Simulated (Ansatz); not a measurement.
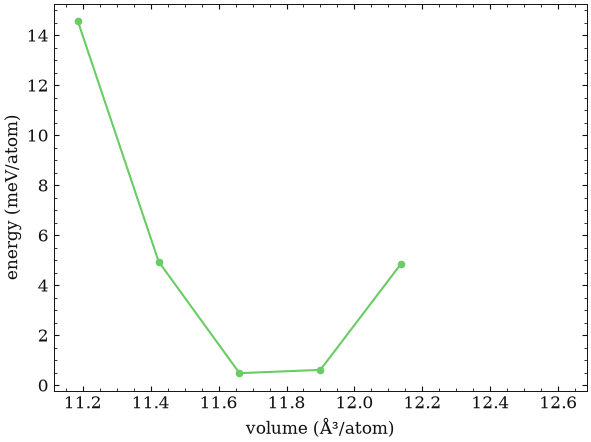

Plotted: energy against volume for ZnO, space group P6_3mc (No. 186).

Cell as given: a = 3.249 Å, b = 3.249 Å, c = 5.206 Å, α = 90.00°, β = 90.00°, γ = 120.00°; 4 atoms.

Calculation (Ansatz 0.2.0): all-electron LAPW DFT, no spin polarisation; energies at scaled volumes of the given cell, shape and fractions fixed, counted from the fit's minimum, third-order Birch-Murnaghan fit. Level: PBEsol.

- k mesh: 9×9×5
- occupations: Fermi–Dirac
- smearing width: 0.05 eV
- potentials: all electron LAPW, scalar relativistic
- program settings: basis error eV/atom 0.002

The points at volume 12.38 Å³/atom and 12.61 Å³/atom are left out of the plot. What values does the calculation give there?

```
volume (Å³/atom)  energy (meV/atom)
           12.38              12.79
           12.61              24.03
```

Note: shape and atomic fractions are frozen while scaling, which makes layered, chain and framework solids too stiff.
